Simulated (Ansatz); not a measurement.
## Geometry relaxation of BN (part 1 of 2)

- system: BN (P6₃/mmc, 4 atoms in the cell)
- method: DFT PBE, scalar-relativistic, plane waves, PAW, no spin polarisation (Ansatz 0.2.0)

The structure derives from an entry of the Crystallography Open Database. Figures and captions count atoms from 1; the log counts them from 0 in places.

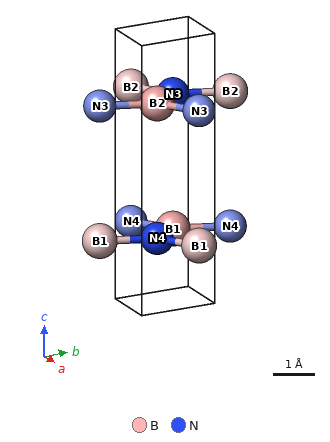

The structure as given in the input (ball-and-stick view of the cell of the calculation, seen slightly off an axis; neighbours outside the cell are drawn fainter; atoms are numbered from 1 in the order of the input). An atom can appear more than once, as a periodic image. Near neighbours in the periodic cell (some may lie outside the picture): B has 3 N at 1.45 Å; N has 3 B at 1.45 Å.

**Summary**

- outcome: converged
- space group (tolerance 0.01 Å): P6₃/mmc (194)
- electrons treated: 16
- free energy: −1084.8611 eV
- Fermi energy: 4.692 eV
- gap on the k-point mesh: 4.42 eV
- pressure: 0.01 GPa
- final volume: 45.84 Å³
- largest force (length of the vector) at the end: under 0.001 eV/Å
- final cell: a = 2.512 Å, b = 2.512 Å, c = 8.387 Å, α = 90.00°, β = 90.00°, γ = 120.00°
- hardware: 4 threads of Arm Neoverse V2, 24 GiB of memory available, shared host
- wall time: 25 s (CPU time 93 s)
- peak memory: 0.37 GiB

**Input file**
```yaml
crystal:
  lattice:
    - [2.5123106747, 0.0, 0.0]
    - [-1.2561553374, 2.1757248665, 0.0]
    - [0.0, 0.0, 6.6833303951]
  atoms:
    - { symbol: B, position: [0.3333333333, 0.6666666667, 0.25] }
    - { symbol: B, position: [0.6666666667, 0.3333333333, 0.75] }
    - { symbol: "N", position: [0.3333333333, 0.6666666667, 0.75] }
    - { symbol: "N", position: [0.6666666667, 0.3333333333, 0.25] }
basis:
  ecutwfc: 420
  ecutrho_ratio: 4
kpoints:
  mp_grid: { grid: [16, 16, 6] }
hamiltonian:
  xc: pbe
scf:
  occupations: { method: gaussian, width: 0.05 }
output:
  forces: true
  stress: true
  eigenvalues: true
relax:
  f_tol: 0.01
  max_steps: 60
  cell: { stress_tol: 0.04 }
```

Launched with:
```bash
ansatz run input.yaml --threads 4 --pin off --max-ram 7168MiB --backend cpu --events-out ev --progress --plain --runs-dir out
```

**Output**
```
Engine: ansatz 0.2.0, aarch64-unknown-linux-gnu
Pseudopotentials: kind: paw
Pseudopotential: B, paw, valence charge 3, recommended cutoff 420 eV (normal), B.paw.azcp
Pseudopotential: N, paw, valence charge 5, recommended cutoff 420 eV (normal), N.paw.azcp
Functional definition: PBE
  parameter kappa = 0.804
  parameter beta = 0.06672455060314922
  exchange = pbe_x(kappa = kappa, mu = beta*pi^2/3)
  correlation = pbe_c(beta = beta)
Crystal: 4 atoms, lattice volume = 36.532 Å³
Basis set: ecut = 420 eV, 713 PW (Γ), exchange–correlation on 36×36×90 points (8 copies of the dense FFT grid, shifted against one another)
Bands: 12, of which v1, the nominal top of the filled ones, is band 8 counted from 1 (7 counted from 0)
Symmetry: 24 space group operations
Space group: P63/mmc (ITA 194), of the structure as read, at distance tolerance 3.3e-5 Å
k-points: 120 of 1536
Non-local potential: B, projectors of the file, l = 0: 2, l = 1: 2, l = 2: 1
Non-local potential: N, projectors of the file, l = 0: 2, l = 1: 2, l = 2: 1
PAW form: soft (Blöchl's): semilocal exchange-correlation on the pseudo side does not see the compensation charge
PAW one-centre angular grid: B, 110 points (default); XC on 64 Gauss nodes
PAW one-centre angular grid: N, 110 points (default); XC on 64 Gauss nodes
Initial density: superposition of atomic densities (neutral atoms: chi_scale 0, normalization atom), corrected by the library's trained network
Initial wavefunctions: pseudopotential atomic-orbital guess
Functional: x = pbe(κ = 0.804, μ = 0.2195149727645171), c = pbe(β = 0.06672455060314922)
SCF iter   1: F=—  HF=-1084.812734 eV  |F-HF|=—  |Δ(HF+E_count)|=         —  Δρ=1.58e-3  dr2=2.47e-4  ethr=1.77e-3  ⟨swp⟩=6.6  Hψ=8873  notcnv=0
preconditioner: auto → none  [insulator: Δε(μ)=4.233 eV  Ē_g=15.746 eV  σ=0.050 eV  W_gap=1.00  n_scr=4 (ndim 8)  ℏωp=24.6 eV  f_vac=0.024  D(μ)=0.00/eV (n_scr^D=0)  ε∞_Penn≈3.4]
SCF iter   2: F=—  HF=-1084.813747 eV  |F-HF|=—  |Δ(HF+E_count)|=   1.01e-3  Δρ=7.72e-4  dr2=4.75e-5  ethr=1.55e-6  ⟨swp⟩=2.1  Hψ=3322  notcnv=0
SCF iter   3: F=—  HF=-1084.814019 eV  |F-HF|=—  |Δ(HF+E_count)|=   2.72e-4  Δρ=3.73e-4  dr2=9.78e-6  ethr=2.97e-7  ⟨swp⟩=2.0  Hψ=2200  notcnv=0
iter 4 did not close the SCF: its close was put off for the readings that it lacked (scf_convergence_deferred on its scf_iter line)
SCF iter   4: F=-1084.814109 eV  HF=-1084.814108 eV  |F-HF|=1.63e-7  |Δ(HF+E_count)|=   8.92e-5  Δρ=1.98e-5  dr2=5.69e-8  ethr=6.11e-8  ⟨swp⟩=2.1  Hψ=2384  notcnv=0
iter 5 did not close the SCF: its close was put off for the readings that it lacked (scf_convergence_deferred on its scf_iter line)
SCF iter   5: F=-1084.814109 eV  HF=-1084.814109 eV  |F-HF|=2.42e-9  |Δ(HF+E_count)|=   1.88e-7  Δρ=4.74e-6  dr2=6.04e-9  ethr=3.56e-10  ⟨swp⟩=2.0  Hψ=2400  notcnv=0
SCF iter   6: F=-1084.814109 eV  HF=-1084.814109 eV  |F-HF|=2.26e-10  |Δ(HF+E_count)|=   5.39e-9  Δρ=5.36e-7  dr2=5.62e-11  ethr=3.78e-11  ⟨swp⟩=1.8  Hψ=4724  notcnv=0
SCF 1 converged in 6 iterations: F = -1084.814109 eV  dr2 = 5.62e-11
  greatest PAW one-centre occupation: 0.796 electrons in one spin orbital (limit 2), on the N atom at site 3 (counted from 0), in its partial waves of l = 0
relax step   1: F+E_penalty+E_count = -1084.81410865 eV  Δ(F+E_penalty+E_count) = +0.000e0 eV  max|allowed force component| = 3.539e-16 eV/Å  Δτ_max = 0.0000 Å  P = +0.899 GPa  Ω = 36.532 Å³  (6 SCF iters, dr2 threshold 1.00e-7 eV, accepted)
Crystal: 4 atoms, lattice volume = 38.312 Å³
Basis set: ecut = 420 eV, 761 PW (Γ), exchange–correlation on 36×36×90 points (8 copies of the dense FFT grid, shifted against one another)
Initial density: handed on by an earlier stage of this run
Initial wavefunctions: those handed on with the density
iter 1 solved again at ethr=1.14e-4 eV; its pass at ethr=3.10e-3 eV (dr2=1.82e-2 eV) is discarded
SCF iter   1: F=—  HF=-1084.827732 eV  |F-HF|=—  |Δ(HF+E_count)|=         —  Δρ=5.68e-3  dr2=1.85e-2  ethr=1.14e-4  ⟨swp⟩=1.1  Hψ=11581  notcnv=0
preconditioner: auto → none  [insulator: Δε(μ)=4.287 eV  Ē_g=15.624 eV  σ=0.050 eV  W_gap=1.00  n_scr=4 (ndim 8)  ℏωp=24.0 eV  f_vac=0.070  D(μ)=0.00/eV (n_scr^D=0)  ε∞_Penn≈3.4]
SCF iter   2: F=—  HF=-1084.825277 eV  |F-HF|=—  |Δ(HF+E_count)|=   2.46e-3  Δρ=3.09e-3  dr2=2.58e-3  ethr=1.14e-4  ⟨swp⟩=2.1  Hψ=2661  notcnv=0
SCF iter   3: F=—  HF=-1084.825515 eV  |F-HF|=—  |Δ(HF+E_count)|=   2.38e-4  Δρ=1.07e-3  dr2=4.41e-4  ethr=1.61e-5  ⟨swp⟩=2.5  Hψ=2488  notcnv=0
SCF iter   4: F=—  HF=-1084.825711 eV  |F-HF|=—  |Δ(HF+E_count)|=   1.96e-4  Δρ=2.64e-4  dr2=1.27e-5  ethr=2.76e-6  ⟨swp⟩=2.9  Hψ=2472  notcnv=0
SCF iter   5: F=—  HF=-1084.825721 eV  |F-HF|=—  |Δ(HF+E_count)|=   1.06e-5  Δρ=1.99e-5  dr2=1.09e-7  ethr=2.50e-9  ⟨swp⟩=4.7  Hψ=8368  notcnv=0
SCF iter   6: F=-1084.825721 eV  HF=-1084.825721 eV  |F-HF|=1.55e-10  |Δ(HF+E_count)|=   2.42e-8  Δρ=3.06e-6  dr2=2.37e-9  ethr=6.80e-10  ⟨swp⟩=2.0  Hψ=5239  notcnv=0
SCF 2 converged in 6 iterations: F = -1084.825721 eV  dr2 = 2.37e-9
relax step   2: F+E_penalty+E_count = -1084.82572136 eV  Δ(F+E_penalty+E_count) = -1.161e-2 eV  max|allowed force component| = 5.227e-16 eV/Å  Δτ_max = 0.0000 Å  P = +0.077 GPa  Ω = 38.312 Å³  energy of the carried Pulay correction = -7.133e-3 eV  (6 SCF iters, dr2 threshold 4.00e-7 eV, accepted)
[... from here on the SCF iterations and repeated set-up lines of each step are left out, up to the last step ...]
SCF 3 converged in 5 iterations: F = -1084.824745 eV  dr2 = 1.23e-8
relax step   3: F+E_penalty+E_count = -1084.82474477 eV  Δ(F+E_penalty+E_count) = +9.766e-4 eV  max|allowed force component| = 2.995e-16 eV/Å  Δτ_max = 0.0000 Å  P = -0.079 GPa  Ω = 38.916 Å³  energy of the carried Pulay correction = -9.501e-3 eV  (5 SCF iters, dr2 threshold 4.00e-7 eV, accepted)
SCF 4 converged in 3 iterations: F = -1084.824722 eV  dr2 = 1.42e-8
relax step   4: F+E_penalty+E_count = -1084.82472232 eV  Δ(F+E_penalty+E_count) = +2.245e-5 eV  max|allowed force component| = 1.978e-16 eV/Å  Δτ_max = 0.0000 Å  P = -0.025 GPa  Ω = 38.922 Å³  energy of the carried Pulay correction = -9.527e-3 eV  (3 SCF iters, dr2 threshold 3.92e-8 eV, accepted)
SCF 5 converged in 6 iterations: F = -1084.842512 eV  dr2 = 1.63e-12
relax step   5: F+E_penalty+E_count = -1084.84251182 eV  Δ(F+E_penalty+E_count) = -1.779e-2 eV  max|allowed force component| = 1.087e-16 eV/Å  Δτ_max = 0.0000 Å  P = +0.579 GPa  Ω = 38.922 Å³  stress off target by 1.24e0 GPa  SCF on the basis re-selected at this cell (its energy is not comparable with the rows above)  (6 SCF iters)
SCF 6 converged in 5 iterations: F = -1084.844171 eV  dr2 = 3.47e-8
relax step   6: F+E_penalty+E_count = -1084.84417093 eV  Δ(F+E_penalty+E_count) = -1.659e-3 eV  max|allowed force component| = 5.008e-16 eV/Å  Δτ_max = 0.0000 Å  P = +0.345 GPa  Ω = 39.823 Å³  energy of the carried Pulay correction = -3.787e-3 eV  (5 SCF iters, dr2 threshold 4.00e-7 eV, accepted)
SCF 7 converged in 5 iterations: F = -1084.840680 eV  dr2 = 6.88e-8
relax step   7: F+E_penalty+E_count = -1084.84067972 eV  Δ(F+E_penalty+E_count) = +3.491e-3 eV  max|allowed force component| = 1.480e-16 eV/Å  Δτ_max = 0.0000 Å  P = -0.003 GPa  Ω = 41.081 Å³  energy of the carried Pulay correction = -1.007e-2 eV  (5 SCF iters, dr2 threshold 4.00e-7 eV, accepted)
SCF 8 converged in 6 iterations: F = -1084.854105 eV  dr2 = 7.24e-13
relax step   8: F+E_penalty+E_count = -1084.85410450 eV  Δ(F+E_penalty+E_count) = -1.342e-2 eV  max|allowed force component| = 1.989e-16 eV/Å  Δτ_max = 0.0000 Å  P = +0.149 GPa  Ω = 41.081 Å³  stress off target by 5.70e-1 GPa  SCF on the basis re-selected at this cell (its energy is not comparable with the rows above)  (6 SCF iters)
SCF 9 converged in 5 iterations: F = -1084.852670 eV  dr2 = 3.77e-8
relax step   9: F+E_penalty+E_count = -1084.85266962 eV  Δ(F+E_penalty+E_count) = +1.435e-3 eV  max|allowed force component| = 2.024e-16 eV/Å  Δτ_max = 0.0000 Å  P = +0.069 GPa  Ω = 42.046 Å³  energy of the carried Pulay correction = -3.788e-3 eV  (5 SCF iters, dr2 threshold 4.00e-7 eV, accepted)
SCF 10 converged in 5 iterations: F = -1084.850906 eV  dr2 = 9.12e-9
relax step  10: F+E_penalty+E_count = -1084.85090629 eV  Δ(F+E_penalty+E_count) = +1.763e-3 eV  max|allowed force component| = 4.233e-16 eV/Å  Δτ_max = 0.0000 Å  P = -0.000 GPa  Ω = 42.524 Å³  energy of the carried Pulay correction = -5.879e-3 eV  (5 SCF iters, dr2 threshold 1.04e-7 eV, accepted)
SCF 11 converged in 6 iterations: F = -1084.858007 eV  dr2 = 4.36e-13
relax step  11: F+E_penalty+E_count = -1084.85800721 eV  Δ(F+E_penalty+E_count) = -7.101e-3 eV  max|allowed force component| = 8.026e-16 eV/Å  Δτ_max = 0.0000 Å  P = +0.073 GPa  Ω = 42.524 Å³  stress off target by 3.12e-1 GPa  SCF on the basis re-selected at this cell (its energy is not comparable with the rows above)  (6 SCF iters)
SCF 12 converged in 5 iterations: F = -1084.856099 eV  dr2 = 2.69e-8
relax step  12: F+E_penalty+E_count = -1084.85609888 eV  Δ(F+E_penalty+E_count) = +1.908e-3 eV  max|allowed force component| = 5.528e-16 eV/Å  Δτ_max = 0.0000 Å  P = +0.027 GPa  Ω = 43.301 Å³  energy of the carried Pulay correction = -2.879e-3 eV  (5 SCF iters, dr2 threshold 2.43e-7 eV, accepted)
SCF 13 converged in 5 iterations: F = -1084.855273 eV  dr2 = 8.23e-10
relax step  13: F+E_penalty+E_count = -1084.85527343 eV  Δ(F+E_penalty+E_count) = +8.254e-4 eV  max|allowed force component| = 3.123e-16 eV/Å  Δτ_max = 0.0000 Å  P = +0.005 GPa  Ω = 43.524 Å³  energy of the carried Pulay correction = -3.773e-3 eV  (5 SCF iters, dr2 threshold 1.73e-8 eV, accepted)
SCF 14 converged in 6 iterations: F = -1084.855096 eV  dr2 = 7.67e-13
relax step  14: F+E_penalty+E_count = -1084.85509564 eV  Δ(F+E_penalty+E_count) = +1.778e-4 eV  max|allowed force component| = 5.019e-16 eV/Å  Δτ_max = 0.0000 Å  P = +0.000 GPa  Ω = 43.568 Å³  energy of the carried Pulay correction = -3.952e-3 eV  (6 SCF iters, accepted)
SCF 15 converged in 6 iterations: F = -1084.859662 eV  dr2 = 2.26e-13
relax step  15: F+E_penalty+E_count = -1084.85966230 eV  Δ(F+E_penalty+E_count) = -4.567e-3 eV  max|allowed force component| = 7.401e-16 eV/Å  Δτ_max = 0.0000 Å  P = +0.046 GPa  Ω = 43.568 Å³  stress off target by 1.89e-1 GPa  SCF on the basis re-selected at this cell (its energy is not comparable with the rows above)  (6 SCF iters)
SCF 16 converged in 5 iterations: F = -1084.857964 eV  dr2 = 1.51e-8
relax step  16: F+E_penalty+E_count = -1084.85796448 eV  Δ(F+E_penalty+E_count) = +1.698e-3 eV  max|allowed force component| = 5.690e-16 eV/Å  Δτ_max = 0.0000 Å  P = +0.006 GPa  Ω = 44.168 Å³  energy of the carried Pulay correction = -2.134e-3 eV  (5 SCF iters, dr2 threshold 8.96e-8 eV, accepted)
SCF 17 converged in 5 iterations: F = -1084.857358 eV  dr2 = 3.59e-10
relax step  17: F+E_penalty+E_count = -1084.85735774 eV  Δ(F+E_penalty+E_count) = +6.067e-4 eV  max|allowed force component| = 5.933e-16 eV/Å  Δτ_max = 0.0000 Å  P = -0.003 GPa  Ω = 44.334 Å³  energy of the carried Pulay correction = -2.761e-3 eV  (5 SCF iters, dr2 threshold 4.26e-9 eV, accepted)
SCF 18 converged in 5 iterations: F = -1084.860403 eV  dr2 = 8.24e-12
relax step  18: F+E_penalty+E_count = -1084.86040313 eV  Δ(F+E_penalty+E_count) = -3.045e-3 eV  max|allowed force component| = 9.969e-16 eV/Å  Δτ_max = 0.0000 Å  P = +0.027 GPa  Ω = 44.334 Å³  stress off target by 1.22e-1 GPa  SCF on the basis re-selected at this cell (its energy is not comparable with the rows above)  (5 SCF iters)
SCF 19 converged in 5 iterations: F = -1084.859664 eV  dr2 = 1.74e-9
relax step  19: F+E_penalty+E_count = -1084.85966389 eV  Δ(F+E_penalty+E_count) = +7.392e-4 eV  max|allowed force component| = 6.291e-16 eV/Å  Δτ_max = 0.0000 Å  P = +0.020 GPa  Ω = 44.594 Å³  energy of the carried Pulay correction = -8.932e-4 eV  (5 SCF iters, dr2 threshold 3.74e-8 eV, accepted)
SCF 20 converged in 5 iterations: F = -1084.858640 eV  dr2 = 2.16e-9
relax step  20: F+E_penalty+E_count = -1084.85863994 eV  Δ(F+E_penalty+E_count) = +1.024e-3 eV  max|allowed force component| = 7.471e-16 eV/Å  Δτ_max = 0.0000 Å  P = +0.004 GPa  Ω = 44.898 Å³  energy of the carried Pulay correction = -1.977e-3 eV  (5 SCF iters, dr2 threshold 1.08e-8 eV, accepted)
SCF 21 converged in 5 iterations: F = -1084.860760 eV  dr2 = 3.99e-12
relax step  21: F+E_penalty+E_count = -1084.86075979 eV  Δ(F+E_penalty+E_count) = -2.120e-3 eV  max|allowed force component| = 8.697e-16 eV/Å  Δτ_max = 0.0000 Å  P = +0.024 GPa  Ω = 44.898 Å³  stress off target by 8.39e-2 GPa  SCF on the basis re-selected at this cell (its energy is not comparable with the rows above)  (5 SCF iters)
SCF 22 converged in 5 iterations: F = -1084.859602 eV  dr2 = 3.06e-9
relax step  22: F+E_penalty+E_count = -1084.85960161 eV  Δ(F+E_penalty+E_count) = +1.158e-3 eV  max|allowed force component| = 4.476e-16 eV/Å  Δτ_max = 0.0000 Å  P = +0.004 GPa  Ω = 45.268 Å³  energy of the carried Pulay correction = -1.267e-3 eV  (5 SCF iters, dr2 threshold 1.76e-8 eV, accepted)
SCF 23 converged in 6 iterations: F = -1084.859444 eV  dr2 = 8.89e-13
relax step  23: F+E_penalty+E_count = -1084.85944380 eV  Δ(F+E_penalty+E_count) = +1.578e-4 eV  max|allowed force component| = 9.252e-17 eV/Å  Δτ_max = 0.0000 Å  P = +0.001 GPa  Ω = 45.313 Å³  energy of the carried Pulay correction = -1.426e-3 eV  (6 SCF iters, accepted)
SCF 24 converged in 5 iterations: F = -1084.860910 eV  dr2 = 1.98e-12
relax step  24: F+E_penalty+E_count = -1084.86090996 eV  Δ(F+E_penalty+E_count) = -1.466e-3 eV  max|allowed force component| = 1.527e-16 eV/Å  Δτ_max = 0.0000 Å  P = +0.014 GPa  Ω = 45.313 Å³  stress off target by 5.89e-2 GPa  SCF on the basis re-selected at this cell (its energy is not comparable with the rows above)  (5 SCF iters)
SCF 25 converged in 5 iterations: F = -1084.859996 eV  dr2 = 1.91e-9
relax step  25: F+E_penalty+E_count = -1084.85999627 eV  Δ(F+E_penalty+E_count) = +9.137e-4 eV  max|allowed force component| = 1.185e-15 eV/Å  Δτ_max = 0.0000 Å  P = -0.002 GPa  Ω = 45.600 Å³  energy of the carried Pulay correction = -9.708e-4 eV  (5 SCF iters, dr2 threshold 8.67e-9 eV, accepted)
SCF 26 converged in 5 iterations: F = -1084.861060 eV  dr2 = 9.16e-13
relax step  26: F+E_penalty+E_count = -1084.86105968 eV  Δ(F+E_penalty+E_count) = -1.063e-3 eV  max|allowed force component| = 8.882e-16 eV/Å  Δτ_max = 0.0000 Å  P = +0.007 GPa  Ω = 45.600 Å³  stress off target by 4.57e-2 GPa  SCF on the basis re-selected at this cell (its energy is not comparable with the rows above)  (5 SCF iters)
SCF 27 converged in 6 iterations: F = -1084.860295 eV  dr2 = 3.41e-11
relax step  27: F+E_penalty+E_count = -1084.86029458 eV  Δ(F+E_penalty+E_count) = +7.651e-4 eV  max|allowed force component| = 6.060e-16 eV/Å  Δτ_max = 0.0000 Å  P = -0.001 GPa  Ω = 45.839 Å³  energy of the carried Pulay correction = -8.013e-4 eV  (6 SCF iters, dr2 threshold 5.23e-9 eV, accepted)
iter 1 solved again at ethr=1.45e-8 eV; its pass at ethr=3.10e-3 eV (dr2=2.32e-6 eV) is discarded
SCF iter   1: F=—  HF=-1084.861102 eV  |F-HF|=—  |Δ(HF+E_count)|=         —  Δρ=3.91e-5  dr2=8.38e-8  ethr=1.45e-8  ⟨swp⟩=3.8  Hψ=13651  notcnv=0
preconditioner: auto → none  [insulator: Δε(μ)=4.420 eV  Ē_g=15.338 eV  σ=0.050 eV  W_gap=1.00  n_scr=6 (ndim 8)  ℏωp=21.9 eV  f_vac=0.234  D(μ)=0.00/eV (n_scr^D=0)  ε∞_Penn≈3.0]
SCF iter   2: F=—  HF=-1084.861128 eV  |F-HF|=—  |Δ(HF+E_count)|=   2.59e-5  Δρ=1.91e-5  dr2=2.06e-8  ethr=5.24e-10  ⟨swp⟩=2.0  Hψ=2400  notcnv=0
SCF iter   3: F=—  HF=-1084.861129 eV  |F-HF|=—  |Δ(HF+E_count)|=   1.03e-6  Δρ=6.10e-6  dr2=6.31e-9  ethr=1.28e-10  ⟨swp⟩=2.0  Hψ=2362  notcnv=0
SCF iter   4: F=—  HF=-1084.861129 eV  |F-HF|=—  |Δ(HF+E_count)|=   6.23e-8  Δρ=7.28e-7  dr2=5.84e-11  ethr=3.95e-11  ⟨swp⟩=2.0  Hψ=2400  notcnv=0
SCF iter   5: F=-1084.861129 eV  HF=-1084.861129 eV  |F-HF|=3.87e-12  |Δ(HF+E_count)|=  5.17e-10  Δρ=8.64e-8  dr2=1.09e-12  ethr=1.00e-12  ⟨swp⟩=6.0  Hψ=6384  notcnv=0
SCF 28 converged in 5 iterations: F = -1084.861129 eV  dr2 = 1.09e-12
relax step  28: F+E_penalty+E_count = -1084.86112925 eV  Δ(F+E_penalty+E_count) = -8.347e-4 eV  max|allowed force component| = 8.905e-16 eV/Å  Δτ_max = 0.0000 Å  P = +0.005 GPa  Ω = 45.839 Å³  stress off target by 3.32e-2 GPa  SCF on the basis re-selected at this cell (its energy is not comparable with the rows above)  (5 SCF iters)
```

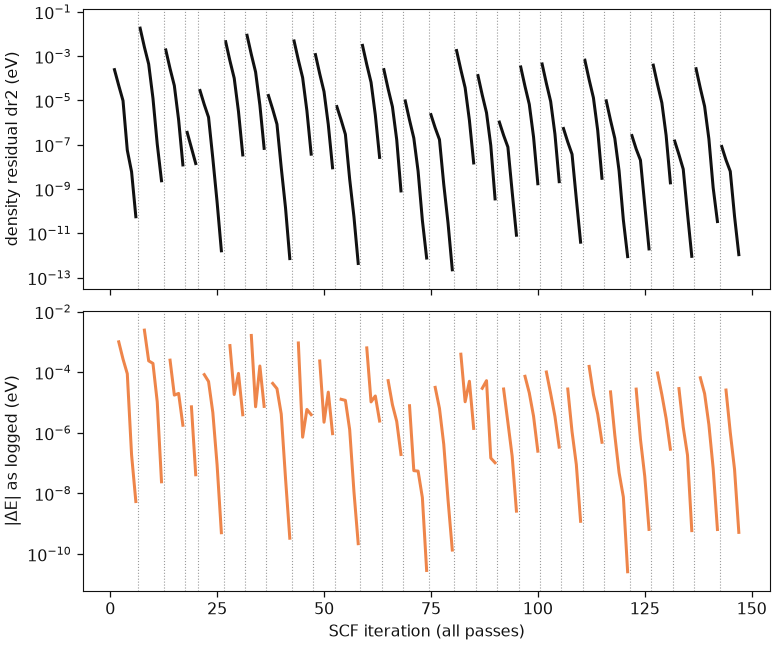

Convergence of the self-consistent field: density residual dr2 and size of the energy change against the SCF iteration. The dotted lines part the SCF passes of the relaxation: geometry steps, rejected trials and re-solves on a re-selected basis. The 28 passes take 3 to 6 iterations each, 147 in all.

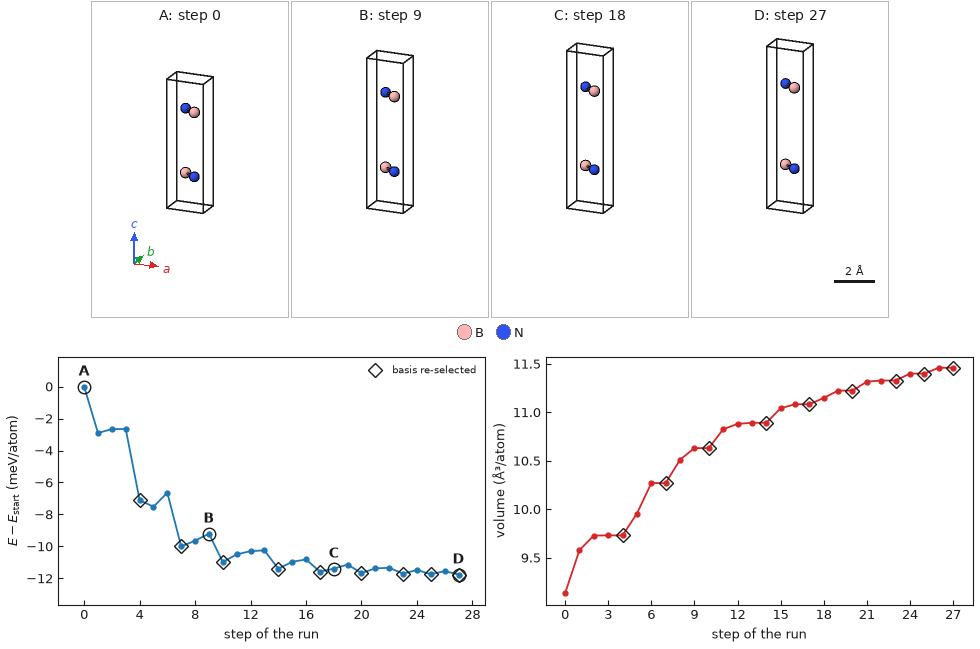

Frames of the relaxation (ball-and-stick view of the cell of the calculation, seen slightly off an axis) above the curves, on which the letters mark them (the first geometry is step 0 here and step 1 in the log).
